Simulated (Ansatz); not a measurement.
## Single-point calculation of SnO₂

SnO₂ (Pnnm, 6 atoms in the cell), computed with DFT PBE, scalar-relativistic, plane waves, PAW, no spin polarisation (Ansatz 0.2.0).

The structure derives from an entry of the Crystallography Open Database. It belongs to a series of runs on one base structure; here: mode 4 (110.0 1/cm) frozen in, largest displacement +0.025 A.

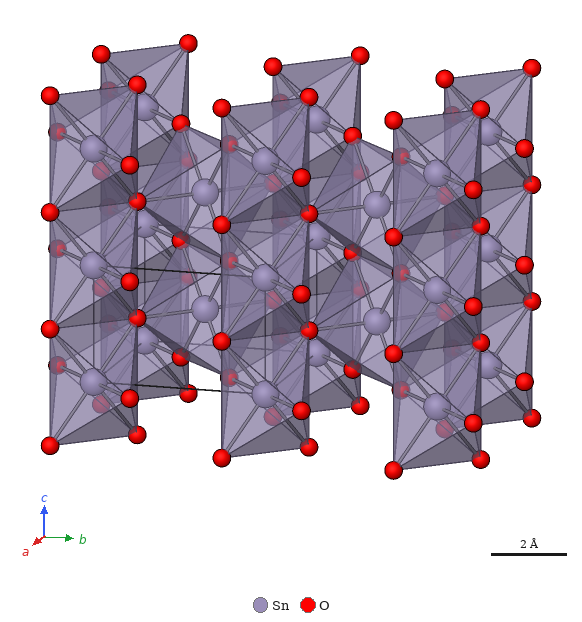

*The structure (polyhedral view of the cell of the calculation, repeated 1 × 2 × 2, seen slightly off an axis; polyhedra are completed across the faces of the cell). An atom can appear more than once, as a periodic image.*

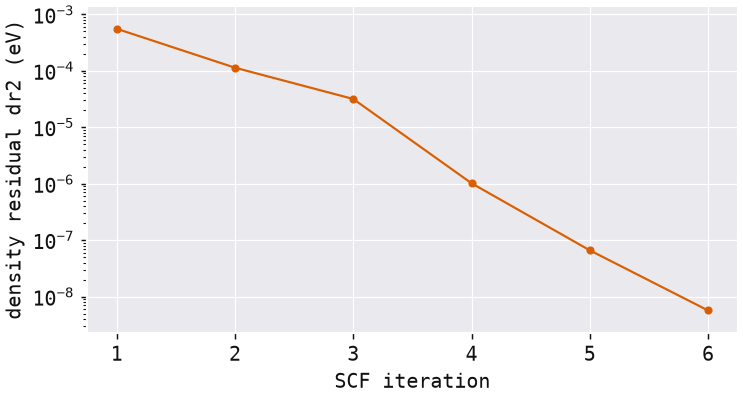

*Convergence of the self-consistent field: density residual dr2 against the SCF iteration.*

The residual falls at every step.

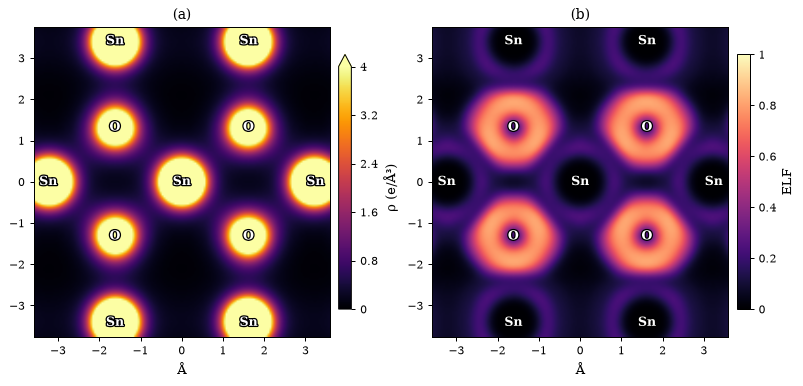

*(a) valence electron density; (b) ELF on the (110) plane of the conventional cell.*

The section cuts through Sn and O sites. Sn–O (2.09 Å): ρ at the midpoint is about 0.63 e/Å³; the ELF is about 0.25 at the midpoint. Away from the nuclei the density in this plane falls to 0.04 e/Å³ at its lowest. Core electrons are frozen (PAW), so the fields are smoothed inside the atomic spheres.

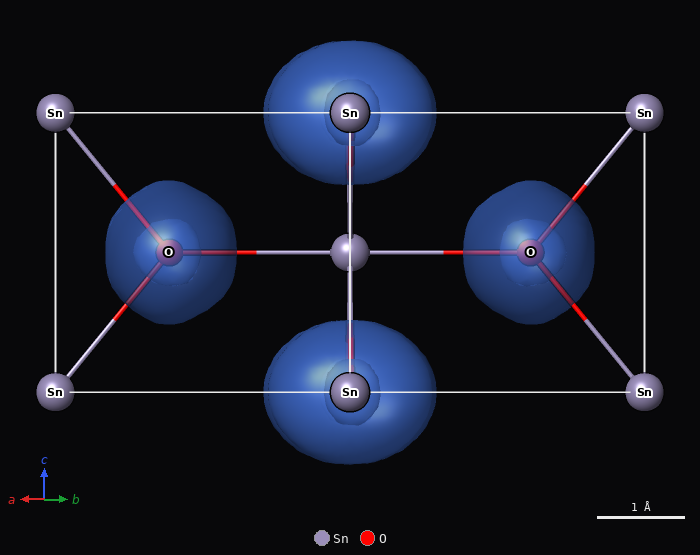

*Isosurface of the electron localisation function at 0.7 (blue), seen along [110]. Core shells and regions of very low density are left out. Sticks mark near contacts. The outline is the cell set on symmetry axes.*

Values along the shortest contacts: Sn–O (2.09 Å): the ELF is about 0.25 at the midpoint.

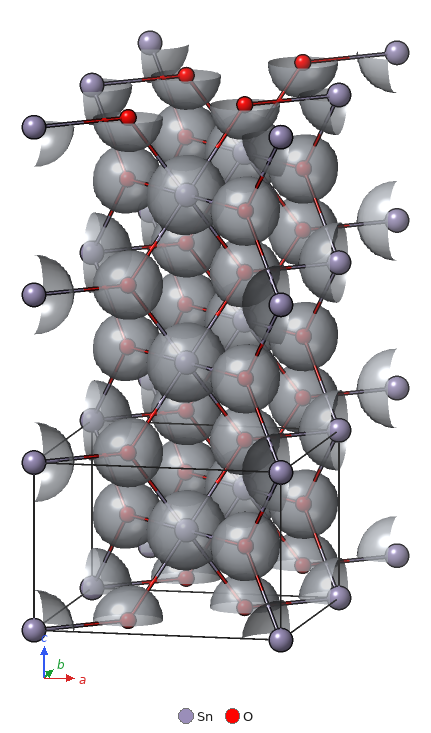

*Isosurface of the valence charge density (pseudo) at 1.5 e/Å³ (grey), seen slightly off an axis. Sticks mark near contacts. The outline is the cell set on symmetry axes.*

At this value the density breaks into separate islands; it holds about 60 % of the electrons treated as valence (semicore included). It is pinched off along the Sn–O (2.09 Å) contacts. On the grid the lowest density along these lines, outside the cores, is 0.63 e/Å³ (Sn–O, 2.09 Å).

These pictures come from the run below.

## Input file
```yaml
crystal:
  lattice:
    - [4.8277050007, 0.0, 0.0]
    - [0.0, 4.8277050007, 0.0]
    - [0.0, 0.0, 3.2379909335]
  atoms:
    - { symbol: Sn, position: [0.0, 0.0, 0.0] }
    - { symbol: Sn, position: [0.5, 0.5, 0.5] }
    - { symbol: O, position: [0.3102667996, 0.3029433738, 0.0] }
    - { symbol: O, position: [0.1897332004, 0.8029433738, 0.5] }
    - { symbol: O, position: [0.6897332004, 0.6970566262, 0.0] }
    - { symbol: O, position: [0.8102667996, 0.1970566262, 0.5] }
basis:
  ecutwfc: 420
kpoints:
  mp_grid: { grid: [6, 6, 8] }
hamiltonian:
  xc: pbe
scf:
  occupations: { method: gaussian, width: 0.05 }
output:
  forces: true
  stress: true
  eigenvalues: true
  write_density: true
  write_potential: true
  elf: true
  volumetric_format: npy
```

Launch command:
```bash
ansatz run input.yaml --threads 2 --pin off --max-ram 5120MiB --backend cpu --events-out ev --progress --plain --runs-dir out
```

## Output
```
Engine: ansatz 0.2.0, aarch64-unknown-linux-gnu
Pseudopotentials: kind: paw
Pseudopotential: Sn, paw, valence charge 14, recommended cutoff 420 eV (normal), Sn.paw.azcp
Pseudopotential: O, paw, valence charge 6, recommended cutoff 420 eV (normal), O.paw.azcp
Functional definition: PBE
  parameter kappa = 0.804
  parameter beta = 0.06672455060314922
  exchange = pbe_x(kappa = kappa, mu = beta*pi^2/3)
  correlation = pbe_c(beta = beta)
Crystal: 6 atoms, lattice volume = 75.467 Å³
Basis set: ecut = 420 eV, 1495 PW (Γ), exchange–correlation on 72×72×48 points (8 copies of the dense FFT grid, shifted against one another)
Bands: 32, of which v1, the nominal top of the filled ones, is band 26 counted from 1 (25 counted from 0)
Symmetry: 8 space group operations
Space group: Pnnm (ITA 58), of the structure as read, at distance tolerance 4.2e-5 Å
k-points: 80 of 288
Non-local potential: Sn, projectors of the file, l = 0: 2, l = 1: 2, l = 2: 2, l = 3: 2
Non-local potential: O, projectors of the file, l = 0: 2, l = 1: 2, l = 2: 1
PAW form: soft (Blöchl's): semilocal exchange-correlation on the pseudo side does not see the compensation charge
PAW one-centre angular grid: Sn, 590 points (default); XC on 64 Gauss nodes
PAW one-centre angular grid: O, 110 points (default); XC on 64 Gauss nodes
Initial density: superposition of atomic densities (neutral atoms: chi_scale 0, normalization atom), corrected by the library's trained network
Initial wavefunctions: pseudopotential atomic-orbital guess
Functional: x = pbe(κ = 0.804, μ = 0.2195149727645171), c = pbe(β = 0.06672455060314922)
SCF iter   1: F=—  HF=-14317.966221 eV  |F-HF|=—  |Δ(HF+E_count)|=         —  Δρ=1.29e-3  dr2=5.58e-4  ethr=1.77e-3  ⟨swp⟩=5.9  Hψ=11209  notcnv=0  defer=9
preconditioner: auto → Resta (q_TF=auto, 2.564 Å⁻¹)  ε∞=3.6  [insulator: Δε(μ)=0.690 eV  Ē_g=19.257 eV  σ=0.050 eV  W_gap=1.00  n_scr=18 (ndim 8)  ℏωp=30.8 eV  f_vac=0.035  D(μ)=0.00/eV (n_scr^D=0)  ε∞_Penn≈3.6]
SCF iter   2: F=—  HF=-14317.968037 eV  |F-HF|=—  |Δ(HF+E_count)|=   1.82e-3  Δρ=6.25e-4  dr2=1.14e-4  ethr=1.07e-6  ⟨swp⟩=2.2  Hψ=5303  notcnv=0  defer=16
SCF iter   3: F=—  HF=-14317.968295 eV  |F-HF|=—  |Δ(HF+E_count)|=   2.58e-4  Δρ=2.66e-4  dr2=3.18e-5  ethr=2.18e-7  ⟨swp⟩=2.9  Hψ=4558  notcnv=0  defer=16
SCF iter   4: F=—  HF=-14317.968296 eV  |F-HF|=—  |Δ(HF+E_count)|=   8.35e-7  Δρ=3.92e-5  dr2=1.02e-6  ethr=6.12e-8  ⟨swp⟩=2.0  Hψ=3483  notcnv=0  defer=16
iter 5 did not close the SCF: its close was put off for the readings that it lacked (scf_convergence_deferred on its scf_iter line)
SCF iter   5: F=-14317.968298 eV  HF=-14317.968298 eV  |F-HF|=9.38e-8  |Δ(HF+E_count)|=   1.60e-6  Δρ=1.16e-5  dr2=6.60e-8  ethr=1.97e-9  ⟨swp⟩=2.1  Hψ=3784  notcnv=0  defer=16
SCF iter   6: F=-14317.968298 eV  HF=-14317.968298 eV  |F-HF|=2.59e-9  |Δ(HF+E_count)|=   1.12e-7  Δρ=3.53e-6  dr2=5.67e-9  ethr=1.27e-10  ⟨swp⟩=10.0  Hψ=18308  notcnv=0
SCF 1 converged in 6 iterations: F = -14317.968298 eV  dr2 = 5.67e-9
  greatest PAW one-centre occupation: 0.996 electrons in one spin orbital (limit 2), on the Sn atom at site 1 (counted from 0), in its partial waves of l = 2
SCF converged after 6 iterations
Free energy (F): -14317.968298 eV
Harris-Foulkes:  -14317.968298 eV  (|F-HF|=2.59e-9)
Internal energy: -14317.968298 eV  (E = F + TS)
E sigma→0 (E₀):  -14317.968298 eV
Fermi energy:    9.079722 eV
--- Per-component energies (eV) ---
  E_band       = -154.751987
  E_kinetic    = 1077.970513
  E_local      = -2963.325716  (includes V_loc(G=0)·N_el)
  E_nonlocal   = 133.831045
  E_hartree    = 1523.824671
  E_xc         = -1053.237405
  E_vxc        = -561.650293  (∫ρ·V_xc dr)
  E_paw        = -8928.340749  (= ΣΔE_a)
  E_vpaw       = -889.235882  (= ΣTr[D̂ρ^β])
  E_aug_tail   = 0.009862  (compensation charges beyond the density's cutoff)
  E_ewald      = -4108.700519
  E_smearing   = -0.000000  (= −TS)
  E_closure    = -0.000000  (closes the sum)
  Σ components = -14317.968298   (vs F -14317.968298, Δ=0.00e0)
--- Forces (eV/Å), atoms counted from 1 ---
  atom   1  Sn     0.00000000     0.00000000     0.00000000
  atom   2  Sn     0.00000000     0.00000000     0.00000000
  atom   3  O     -0.01415374     0.01122247     0.00000000
  atom   4  O      0.01415374     0.01122247     0.00000000
  atom   5  O      0.01415374    -0.01122247     0.00000000
  atom   6  O     -0.01415374    -0.01122247     0.00000000
  max |Σ_I F_I| component: 3.47e-18 eV/Å
--- Stress (GPa, compression-positive) ---
        0.117814       0.000000       0.000000
        0.000000      -0.171932       0.000000
        0.000000       0.000000      -0.014302
  P = ⅓ Tr σ = -0.0228 GPa (-0.228 kbar)
--- Band table (eV; the first three rows and the last of 80) ---
  k-point 0: bands = ["-12.2976", "-11.6409", "-11.4406", "-11.4151", "-11.4141", "-11.3416", "-11.3158", "-11.2469", "-11.2150", "-11.2147", "-9.9089", "-8.2099", "-8.1866", "-6.6838", "0.7852", "4.7926", "4.9073", "4.9729", "5.8405", "6.7599", "6.7742", "7.4813", "7.5033", "7.9969", "8.0153", "8.7353", "9.4241", "14.4430", "14.8116", "14.8315", "18.8847", "18.9728"]
  k-point 1: bands = ["-12.2324", "-11.5722", "-11.5344", "-11.5338", "-11.4169", "-11.3511", "-11.3108", "-11.2472", "-11.2317", "-11.2311", "-9.8241", "-8.0044", "-7.9832", "-6.7863", "0.7853", "4.8365", "4.9302", "5.0379", "5.7533", "5.9393", "6.6267", "6.9452", "6.9710", "8.0243", "8.0350", "8.6208", "10.4334", "14.7198", "15.4352", "15.4527", "17.9181", "19.8981"]
  k-point 2: bands = ["-12.0620", "-11.7870", "-11.7868", "-11.4610", "-11.3533", "-11.3462", "-11.2977", "-11.2644", "-11.2638", "-11.2491", "-9.5430", "-7.5403", "-7.5242", "-7.1077", "0.8344", "4.1778", "4.6423", "5.2666", "5.3325", "5.9772", "6.0297", "6.1948", "6.2262", "7.9322", "7.9380", "8.2868", "12.0162", "15.1052", "16.8158", "16.8215", "17.2954", "19.9302"]
  k-point 79: bands = ["-12.0919", "-12.0919", "-11.6686", "-11.6686", "-11.3085", "-11.3085", "-11.2609", "-11.2609", "-11.2178", "-11.2178", "-8.1974", "-8.1974", "-6.9848", "-6.9848", "1.0087", "1.0087", "3.9721", "3.9721", "6.2368", "6.2368", "6.3144", "6.3144", "7.8259", "7.8259", "7.9647", "7.9647", "13.1042", "13.1042", "17.3658", "17.3658", "19.3193", "19.3193"]
```

## Key numbers

| quantity | value |
| --- | --- |
| outcome | converged |
| space group (tolerance 0.01 Å) | Pnnm (58) |
| electrons treated | 52 |
| free energy | −14317.9683 eV |
| Fermi energy | 9.080 eV |
| gap on the k-point mesh | 0.69 eV |
| pressure | −0.02 GPa |
| largest force (length of the vector) | 0.018 eV/Å |
| hardware | 2 threads of Arm Neoverse V2, 24 GiB of memory available, shared host |
| wall time | 5.5 s (CPU time 11 s) |
| peak memory | 0.41 GiB |
